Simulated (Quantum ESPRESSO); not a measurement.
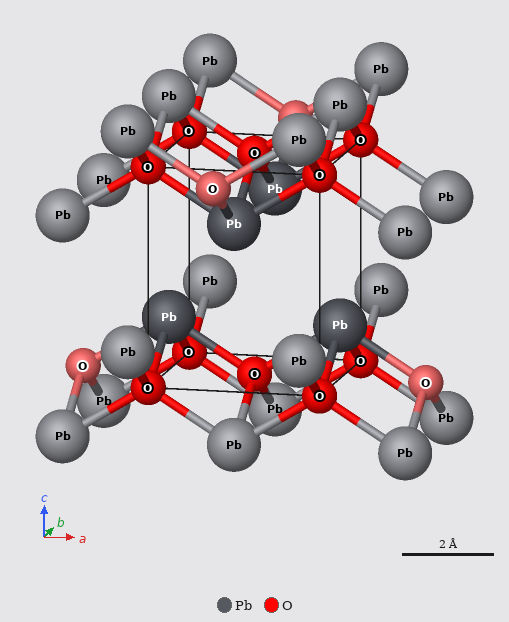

Figure 1. The starting structure (ball-and-stick view of the cell of the calculation, seen slightly off an axis; neighbours outside the cell are drawn fainter). An atom can appear more than once, as a periodic image.

**Geometry relaxation, with input and output: PbO (part 1 of 3)**

System: PbO (4 atoms in the cell).
Method: Kohn-Sham DFT of a periodic cell, PBEsol, GBRV 1.5 PBEsol, no spin polarisation (Quantum ESPRESSO 7.5).

The structure derives from an entry of the Crystallography Open Database.

Output
```
This program is part of the open-source Quantum ESPRESSO suite
     for quantum simulation of materials; please cite
         "P. Giannozzi et al., J. Phys.:Condens. Matter 21 395502 (2009);
         "P. Giannozzi et al., J. Phys.:Condens. Matter 29 465901 (2017);
         "P. Giannozzi et al., J. Chem. Phys. 152 154105 (2020);
          URL
     in publications or presentations arising from this work. More details at

     Message from routine setup:
     using ibrav=0 with symmetry is DISCOURAGED, use correct ibrav instead

     K-points division:     npool     =       2
     Subspace diagonalization in iterative solution of the eigenvalue problem:
     a serial algorithm will be used

     G-vector sticks info
     --------------------
     sticks:   dense  smooth     PW     G-vecs:    dense   smooth      PW
     Sum        1565     777    233                59773    21089    3349

     Using Slab Decomposition

     bravais-lattice index     =            0
     lattice parameter (alat)  =       7.3892  a.u.
     unit-cell volume          =     516.9306 (a.u.)^3
     number of atoms/cell      =            4
     number of atomic types    =            2
     number of electrons       =        40.00
     number of Kohn-Sham states=           28
     kinetic-energy cutoff     =      45.0000  Ry
     charge density cutoff     =     360.0000  Ry
     scf convergence threshold =      8.0E-10
     mixing beta               =       0.5000
     number of iterations used =            8  plain     mixing
     energy convergence thresh.=      1.0E-05
     force convergence thresh. =      4.0E-04
     Exchange-correlation= SLA  PW   PSX  PSC
                           (   1   4  10   8   0   0   0)
     nstep                     =           40

     celldm(1)=   7.389207  celldm(2)=   0.000000  celldm(3)=   0.000000
     celldm(4)=   0.000000  celldm(5)=   0.000000  celldm(6)=   0.000000

     crystal axes: (cart. coord. in units of alat)
               a(1) = (   1.000000   0.000000   0.000000 )
               a(2) = (   0.000000   1.000000   0.000000 )
               a(3) = (   0.000000   0.000000   1.281264 )

     reciprocal axes: (cart. coord. in units 2 pi/alat)
               b(1) = (  1.000000  0.000000  0.000000 )
               b(2) = (  0.000000  1.000000  0.000000 )
               b(3) = (  0.000000  0.000000  0.780479 )

     PseudoPot. # 1 for Pb read from file:
     pb_pbesol_v1.uspp.F.UPF
     Pseudo is Ultrasoft + core correction, Zval = 14.0
     Generated by new atomic code, or converted to UPF format
     Using radial grid of  899 points,  6 beta functions with:
                l(1) =   0
                l(2) =   0
                l(3) =   1
                l(4) =   1
                l(5) =   2
                l(6) =   2
     Q(r) pseudized with  6 coefficients,  rinner =    1.000   1.000   1.000
                                                       1.000   1.000

     PseudoPot. # 2 for O  read from file:
     o_pbesol_v1.2.uspp.F.UPF
     Pseudo is Ultrasoft + core correction, Zval =  6.0
     Generated by new atomic code, or converted to UPF format
     Using radial grid of  737 points,  5 beta functions with:
                l(1) =   0
                l(2) =   0
                l(3) =   1
                l(4) =   1
                l(5) =   2
     Q(r) pseudized with  8 coefficients,  rinner =    0.900   0.900   0.900
                                                       0.900   0.900

     atomic species   valence    mass     pseudopotential
     Pb               14.00   207.20000     Pb( 1.00)
     O                 6.00    15.99900     O ( 1.00)

     16 Sym. Ops., with inversion, found ( 8 have fractional translation)

   Cartesian axes

     site n.     atom                  positions (alat units)
         1        Pb     tau(   1) = (   0.5000000   0.0000000   0.9737609  )
         2        Pb     tau(   2) = (   0.0000000   0.5000000   0.3075035  )
         3        O      tau(   3) = (   0.5000000   0.5000000   0.0000000  )
         4        O      tau(   4) = (   0.0000000   0.0000000   0.0000000  )

     number of k points=    18  Fermi-Dirac smearing, width (Ry)=  0.0037
                       cart. coord. in units 2pi/alat
        k(    1) = (   0.0000000   0.0000000   0.0000000), wk =   0.0200000
        k(    2) = (   0.0000000   0.0000000   0.1951198), wk =   0.0400000
        k(    3) = (   0.0000000   0.0000000  -0.3902395), wk =   0.0200000
        k(    4) = (   0.0000000   0.2000000   0.0000000), wk =   0.0800000
        k(    5) = (   0.0000000   0.2000000   0.1951198), wk =   0.1600000
        k(    6) = (   0.0000000   0.2000000  -0.3902395), wk =   0.0800000
        k(    7) = (   0.0000000   0.4000000   0.0000000), wk =   0.0800000
        k(    8) = (   0.0000000   0.4000000   0.1951198), wk =   0.1600000
        k(    9) = (   0.0000000   0.4000000  -0.3902395), wk =   0.0800000
        k(   10) = (   0.2000000   0.2000000   0.0000000), wk =   0.0800000
        k(   11) = (   0.2000000   0.2000000   0.1951198), wk =   0.1600000
        k(   12) = (   0.2000000   0.2000000  -0.3902395), wk =   0.0800000
        k(   13) = (   0.2000000   0.4000000   0.0000000), wk =   0.1600000
        k(   14) = (   0.2000000   0.4000000   0.1951198), wk =   0.3200000
        k(   15) = (   0.2000000   0.4000000  -0.3902395), wk =   0.1600000
        k(   16) = (   0.4000000   0.4000000   0.0000000), wk =   0.0800000
        k(   17) = (   0.4000000   0.4000000   0.1951198), wk =   0.1600000
        k(   18) = (   0.4000000   0.4000000  -0.3902395), wk =   0.0800000

     Dense  grid:    59773 G-vectors     FFT dimensions: (  48,  48,  60)

     Smooth grid:    21089 G-vectors     FFT dimensions: (  32,  32,  45)

     Check: negative core charge=   -0.000002

     Initial potential from superposition of free atoms

     starting charge      39.9958, renormalised to      40.0000

     negative rho (up, down):  3.161E-02 0.000E+00
     Starting wfcs are   26 randomized atomic wfcs +    2 random wfcs

     Self-consistent Calculation

     iteration #  1     ecut=    45.00 Ry     beta= 0.50
     Davidson diagonalization with overlap
     ethr =  1.00E-02,  avg # of iterations =  5.1

     negative rho (up, down):  3.002E-02 0.000E+00

     total energy              =    -391.73632717 Ry
     estimated scf accuracy    <       1.27585448 Ry

     iteration #  2     ecut=    45.00 Ry     beta= 0.50
     Davidson diagonalization with overlap
     ethr =  3.19E-03,  avg # of iterations =  2.2

     negative rho (up, down):  3.129E-02 0.000E+00

     total energy              =    -391.92222052 Ry
     estimated scf accuracy    <       1.83475034 Ry

     iteration #  3     ecut=    45.00 Ry     beta= 0.50
     Davidson diagonalization with overlap
     ethr =  3.19E-03,  avg # of iterations =  2.0

     negative rho (up, down):  3.128E-02 0.000E+00

     total energy              =    -392.26459149 Ry
     estimated scf accuracy    <       0.03448024 Ry

     iteration #  4     ecut=    45.00 Ry     beta= 0.50
     Davidson diagonalization with overlap
     ethr =  8.62E-05,  avg # of iterations =  2.0

     negative rho (up, down):  3.142E-02 0.000E+00

     total energy              =    -392.26755036 Ry
     estimated scf accuracy    <       0.00281367 Ry

     iteration #  5     ecut=    45.00 Ry     beta= 0.50
     Davidson diagonalization with overlap
     ethr =  7.03E-06,  avg # of iterations =  5.2

     negative rho (up, down):  3.145E-02 0.000E+00

     total energy              =    -392.26813732 Ry
     estimated scf accuracy    <       0.00067921 Ry

     iteration #  6     ecut=    45.00 Ry     beta= 0.50
     Davidson diagonalization with overlap
     ethr =  1.70E-06,  avg # of iterations =  2.8

     negative rho (up, down):  3.149E-02 0.000E+00

     total energy              =    -392.26831571 Ry
     estimated scf accuracy    <       0.00005490 Ry

     iteration #  7     ecut=    45.00 Ry     beta= 0.50
     Davidson diagonalization with overlap
     c_bands:  1 eigenvalues not converged
     c_bands:  2 eigenvalues not converged
     ethr =  1.37E-07,  avg # of iterations =  9.9

     negative rho (up, down):  3.153E-02 0.000E+00

     total energy              =    -392.26837109 Ry
     estimated scf accuracy    <       0.00001031 Ry

     iteration #  8     ecut=    45.00 Ry     beta= 0.50
     Davidson diagonalization with overlap
     ethr =  2.58E-08,  avg # of iterations =  5.4

     negative rho (up, down):  3.166E-02 0.000E+00

     total energy              =    -392.26837276 Ry
     estimated scf accuracy    <       0.00000150 Ry

     iteration #  9     ecut=    45.00 Ry     beta= 0.50
     Davidson diagonalization with overlap
     ethr =  3.75E-09,  avg # of iterations = 10.1

     negative rho (up, down):  3.166E-02 0.000E+00

     total energy              =    -392.26837301 Ry
     estimated scf accuracy    <       0.00000247 Ry

     iteration # 10     ecut=    45.00 Ry     beta= 0.50
     Davidson diagonalization with overlap
     ethr =  3.75E-09,  avg # of iterations =  3.2

     negative rho (up, down):  3.166E-02 0.000E+00

     total energy              =    -392.26837334 Ry
     estimated scf accuracy    <       0.00000003 Ry

     iteration # 11     ecut=    45.00 Ry     beta= 0.50
     Davidson diagonalization with overlap
     ethr =  7.50E-11,  avg # of iterations =  5.6

     negative rho (up, down):  3.165E-02 0.000E+00

     total energy              =    -392.26837339 Ry
     estimated scf accuracy    <       0.00000001 Ry

     iteration # 12     ecut=    45.00 Ry     beta= 0.50
     Davidson diagonalization with overlap
     ethr =  3.66E-11,  avg # of iterations =  1.5

     negative rho (up, down):  3.165E-02 0.000E+00

     total energy              =    -392.26837339 Ry
     estimated scf accuracy    <          5.1E-09 Ry

     iteration # 13     ecut=    45.00 Ry     beta= 0.50
     Davidson diagonalization with overlap
     ethr =  1.28E-11,  avg # of iterations =  5.5

     negative rho (up, down):  3.165E-02 0.000E+00

     total energy              =    -392.26837339 Ry
     estimated scf accuracy    <          1.4E-09 Ry

     iteration # 14     ecut=    45.00 Ry     beta= 0.50
     Davidson diagonalization with overlap
     ethr =  3.62E-12,  avg # of iterations =  1.8

     negative rho (up, down):  3.165E-02 0.000E+00

     total energy              =    -392.26837339 Ry
     estimated scf accuracy    <          8.1E-10 Ry

     iteration # 15     ecut=    45.00 Ry     beta= 0.50
     Davidson diagonalization with overlap
     ethr =  2.03E-12,  avg # of iterations =  3.2

     negative rho (up, down):  3.165E-02 0.000E+00

     End of self-consistent calculation

          k = 0.0000 0.0000 0.0000 (  2613 PWs)   bands (ev):

    -9.4179  -8.7480  -6.8531  -6.8531  -6.7857  -6.7775  -6.6731  -6.5949
    -6.5912  -6.5912  -6.5672  -5.1531   1.7374   2.3219   4.7131   4.7131
     7.3486   7.4757   7.4757   9.2499  11.6773  14.7172  14.8451  14.8451
    15.8119  15.8119  16.6091  17.1511

          k = 0.0000 0.0000 0.1951 (  2640 PWs)   bands (ev):

    -9.4034  -8.7389  -6.8263  -6.8263  -6.8057  -6.7515  -6.6595  -6.6235
    -6.6235  -6.6065  -6.5810  -5.1439   0.6908   3.8047   4.7964   4.7964
     7.3314   7.4616   7.4616   8.7850  11.3296  13.7168  13.7168  14.3002
    16.7979  17.1984  17.1984  17.4712

          k = 0.0000 0.0000-0.3902 (  2620 PWs)   bands (ev):

    -9.3889  -8.7296  -6.8255  -6.7863  -6.7863  -6.7180  -6.6688  -6.6688
    -6.6372  -6.6251  -6.6034  -5.1349   0.2142   4.8840   4.8840   4.9390
     7.3144   7.4446   7.4446   7.9992  11.2710  13.1342  13.1342  13.5648
    17.8549  17.9843  18.0754  18.0754

          k = 0.0000 0.2000 0.0000 (  2616 PWs)   bands (ev):

    -9.3220  -8.7880  -6.8318  -6.8309  -6.7579  -6.7424  -6.6862  -6.6073
    -6.6041  -6.5865  -6.4815  -5.2612   1.6140   2.3585   4.8387   4.9640
     6.6725   7.1933   7.2340   9.1344  12.5882  13.0320  14.8519  15.0703
    15.3764  16.0154  17.0081  18.3269

          k = 0.0000 0.2000 0.1951 (  2620 PWs)   bands (ev):

    -9.3146  -8.7833  -6.8212  -6.8088  -6.7694  -6.7218  -6.6935  -6.6258
    -6.6218  -6.5704  -6.4915  -5.2528   0.8494   3.2765   4.8541   5.0324
     6.7754   7.1810   7.3255   8.8173  12.1453  12.2885  14.0880  15.5895
    15.8520  17.1275  17.4829  18.3314

          k = 0.0000 0.2000-0.3902 (  2632 PWs)   bands (ev):

    -9.3073  -8.7787  -6.8013  -6.7871  -6.7772  -6.7299  -6.6848  -6.6558
    -6.5934  -6.5897  -6.5000  -5.2445   0.4413   3.9752   4.6725   5.1039
     6.8919   7.1664   7.9157   8.0482  11.5465  12.0892  13.5634  15.4743
    16.9516  17.7638  18.0065  18.3501

          k = 0.0000 0.4000 0.0000 (  2636 PWs)   bands (ev):

    -9.1132  -8.9151  -6.7797  -6.7765  -6.7371  -6.7210  -6.6580  -6.6270
    -6.6204  -6.6065  -6.1489  -5.6359   1.6307   2.0846   5.3587   5.6292
     6.1124   6.4771   6.9228   8.0183  12.4298  12.7791  15.3885  15.6642
    16.0990  16.1756  17.7061  18.3340

          k = 0.0000 0.4000 0.1951 (  2645 PWs)   bands (ev):

    -9.1173  -8.9191  -6.8022  -6.7664  -6.7577  -6.7372  -6.6407  -6.6056
    -6.6026  -6.5790  -6.1434  -5.6269   1.3418   2.2609   5.0739   5.6630
     5.9892   6.4789   7.4048   8.1657  12.0638  12.7349  15.1171  15.6313
    16.4200  16.4336  18.2193  18.3313

          k = 0.0000 0.4000-0.3902 (  2642 PWs)   bands (ev):

    -9.1213  -8.9232  -6.8158  -6.7923  -6.7530  -6.7383  -6.6140  -6.6081
    -6.5693  -6.5669  -6.1365  -5.6180   1.1311   2.3690   4.8572   5.6978
     5.8634   6.4800   8.0565   8.0853  11.7170  12.6644  14.7758  16.3652
    16.4595  16.7483  18.1105  18.3232

          k = 0.2000 0.2000 0.0000 (  2645 PWs)   bands (ev):

    -9.2438  -8.8199  -6.8339  -6.7784  -6.7368  -6.7143  -6.6953  -6.6077
    -6.5999  -6.5799  -6.4080  -5.3343   1.4082   2.2587   4.6855   5.6091
     6.2464   6.5410   7.7873   8.9473  12.7462  12.8488  13.8773  14.3039
    15.9027  16.3807  18.3295  18.3324

          k = 0.2000 0.2000 0.1951 (  2627 PWs)   bands (ev):

    -9.2409  -8.8170  -6.8085  -6.7929  -6.7444  -6.7086  -6.6719  -6.6306
    -6.6143  -6.5909  -6.3802  -5.3210   0.9079   2.8018   4.4524   5.6927
     6.4282   6.8228   7.7897   8.6026  12.2143  12.8211  12.8412  15.6524
    16.4043  16.6899  18.3213  18.3287

          k = 0.2000 0.2000-0.3902 (  2638 PWs)   bands (ev):

    -9.2380  -8.8141  -6.8048  -6.7706  -6.7512  -6.6889  -6.6725  -6.6617
    -6.6372  -6.5892  -6.3532  -5.3079   0.5877   3.2712   4.1529   5.8095
     6.2835   7.6566   7.7924   8.0265  11.4769  12.7037  12.8806  16.4260
    16.4892  16.5700  18.3234  18.3319

          k = 0.2000 0.4000 0.0000 (  2643 PWs)   bands (ev):

    -9.0777  -8.9215  -6.7740  -6.7384  -6.7205  -6.7193  -6.6433  -6.6077
    -6.5999  -6.5897  -6.0931  -5.6319   1.2865   1.7402   5.0887   5.8424
     6.4046   6.4478   7.6092   8.0125  11.9320  12.2205  14.4355  14.9482
    16.5026  16.6696  17.9321  18.3309

          k = 0.2000 0.4000 0.1951 (  2633 PWs)   bands (ev):

    -9.0809  -8.9233  -6.7774  -6.7645  -6.7170  -6.7042  -6.6454  -6.6285
    -6.5895  -6.5836  -6.0542  -5.6053   1.1471   1.8624   4.6188   5.5406
     6.5891   7.0315   7.6123   7.9678  11.9662  12.3832  13.9002  15.0717
    16.3483  17.1329  18.2952  18.3339

          k = 0.2000 0.4000-0.3902 (  2638 PWs)   bands (ev):

    -9.0842  -8.9252  -6.7958  -6.7652  -6.7223  -6.7047  -6.6227  -6.6194
    -6.6042  -6.5913  -6.0158  -5.5795   1.0296   1.9686   4.3132   5.3257
     6.6646   7.4242   7.6777   7.8831  11.9634  12.9414  13.4275  14.9079
    16.0162  16.9419  18.3332  18.3333

          k = 0.4000 0.4000 0.0000 (  2633 PWs)   bands (ev):

    -9.0107  -8.9538  -6.7515  -6.7497  -6.6873  -6.6529  -6.5902  -6.5799
    -6.5791  -6.5618  -5.9129  -5.7025   0.8317   1.0452   5.2820   5.6311
     6.8922   7.5611   7.6968   8.0610  10.7044  10.8921  14.2338  14.5994
    17.0023  17.4047  17.5205  17.9083

          k = 0.4000 0.4000 0.1951 (  2640 PWs)   bands (ev):

    -9.0116  -8.9533  -6.7452  -6.7317  -6.6855  -6.6540  -6.6282  -6.6070
    -6.5993  -6.5867  -5.8397  -5.6438   0.8331   1.1038   4.8546   5.3847
     7.0507   7.4304   7.6359   8.0598  11.3760  11.4124  14.1443  14.8477
    15.8149  16.5458  18.3080  18.3321

          k = 0.4000 0.4000-0.3902 (  2646 PWs)   bands (ev):

    -9.0125  -8.9528  -6.7517  -6.7086  -6.6813  -6.6597  -6.6451  -6.6368
    -6.6136  -6.6133  -5.7741  -5.5896   0.8357   1.1640   4.5385   5.1758
     6.9510   7.2889   7.6845   8.0587  12.5612  12.7979  12.9458  14.3495
    14.9732  16.1105  18.3330  18.3351

     the Fermi energy is     9.9505 ev

!    total energy              =    -392.26837339 Ry
     estimated scf accuracy    <          2.3E-11 Ry
     smearing contrib. (-TS)   =      -0.00000000 Ry
     internal energy E=F+TS    =    -392.26837339 Ry

     The total energy is F=E-TS. E is the sum of the following terms:
     one-electron contribution =    -104.33685924 Ry
     hartree contribution      =      82.34778295 Ry
     xc contribution           =    -140.64068117 Ry
     ewald contribution        =    -229.63861592 Ry

     convergence has been achieved in  15 iterations

     negative rho (up, down):  3.165E-02 0.000E+00

     Forces acting on atoms (cartesian axes, Ry/au):

     atom    1 type  1   force =     0.00000000    0.00000000   -0.00318179
     atom    2 type  1   force =     0.00000000    0.00000000    0.00318179
     atom    3 type  2   force =     0.00000000    0.00000000    0.00000000
     atom    4 type  2   force =     0.00000000    0.00000000    0.00000000

     Total force =     0.004500     Total SCF correction =     0.000035

     Computing stress (Cartesian axis) and pressure
```
